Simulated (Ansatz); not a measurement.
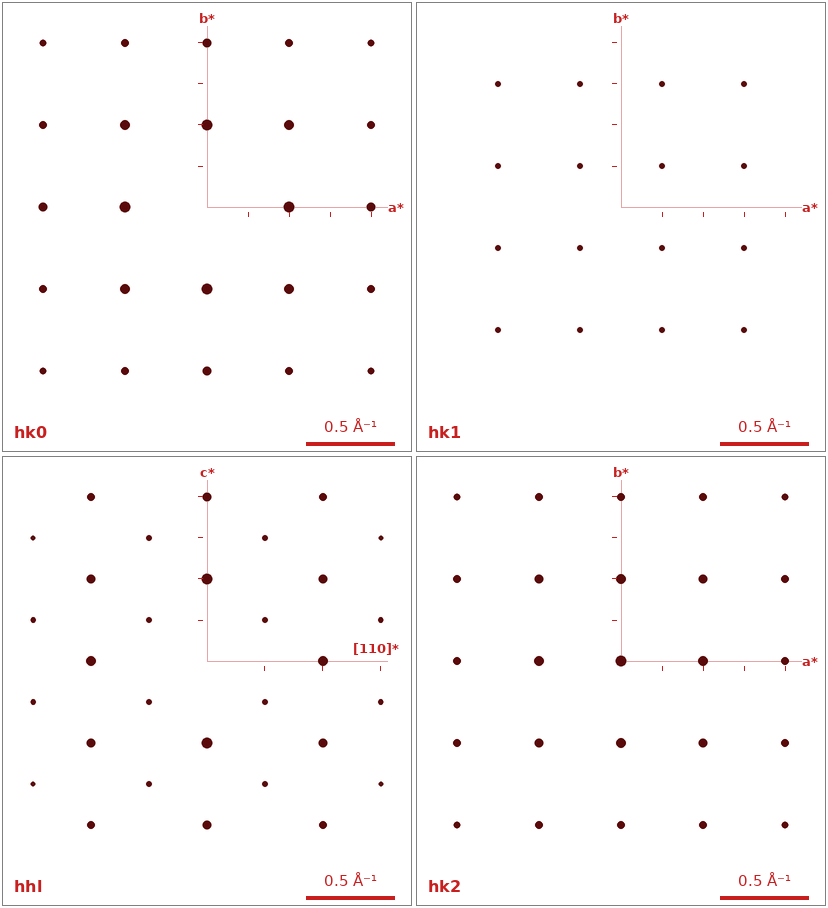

Simulated precession-type sections (X-rays; kinematic intensities, B = 0.5 Å²). The ticks mark integer indices of the conventional cell.

Q: Read the reciprocal cell and give the direct cell.

A: a* = 0.235, b* = 0.235, c* = 0.235 Å⁻¹; the cell is cubic with a = 4.25 Å.

Q: Which reflection conditions do the layers show?

A: Reflections are present only under these conditions. hkl: h + k = 2n, h + l = 2n; hk0: h = 2n, k = 2n; hhl: h + l = 2n; h00: h = 2n. The lattice is face-centred (F).

Q: Which space groups fit?

A: The intensities have Laue symmetry m-3m (the hk0 layer shows 4mm, hk1 shows 4mm). With these conditions the candidates are F432 (No. 209), F-43m (No. 216), Fm-3m (No. 225). Diffraction geometry alone does not choose among them; the structure has Fm-3m. The compound is MgO. Structure: the geometry relaxed with DFT PBE, scalar-relativistic, plane waves, PAW (Ansatz); the starting structure was generated, so it need not be a known form of this composition.
